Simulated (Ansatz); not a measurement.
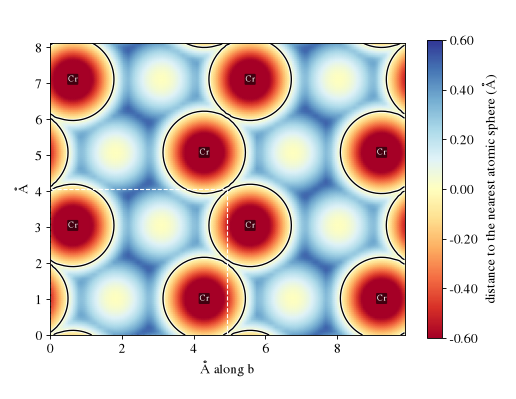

Map of the distance to the nearest atomic sphere in Cr (Cmcm, No. 63), computed on the section x = 0.000 (parallel to b and c; the dashed line is one cell). The black line marks the spheres' surfaces; positive values are empty space; unlabelled circles belong to atoms above or below the section.

Atoms are hard spheres with touching radii (half the shortest distance): Cr 1.15 Å.

Source of the atomic positions: the input geometry of an electronic-structure calculation (not necessarily at equilibrium).

```
CELL_PARAMETERS angstrom
2.29410 0.00000 0.00000
0.00000 4.93405 0.00000
0.00000 0.00000 4.06431
ATOMIC_POSITIONS crystal
Cr 0.50000 0.37053 0.25000
Cr 0.00000 0.12947 0.75000
Cr 0.00000 0.87053 0.25000
Cr 0.50000 0.62947 0.75000
```

Where is the largest hole in this section, and how large is it?

Answer. At 0.000, 0.434, 0.949 (fractional), where the distance reaches 0.56 Å; it is enclosed by 5 Cr in a square pyramidal arrangement. It is the largest hole of the crystal.

How much of the crystal lies outside the spheres?

Answer. About 45 % of the cell's volume, and 58 % of this section's area.

What can pass through?

Answer. The largest sphere that fits anywhere has a diameter of 1.12 Å; the largest that can travel through the crystal, about 0.7 Å.
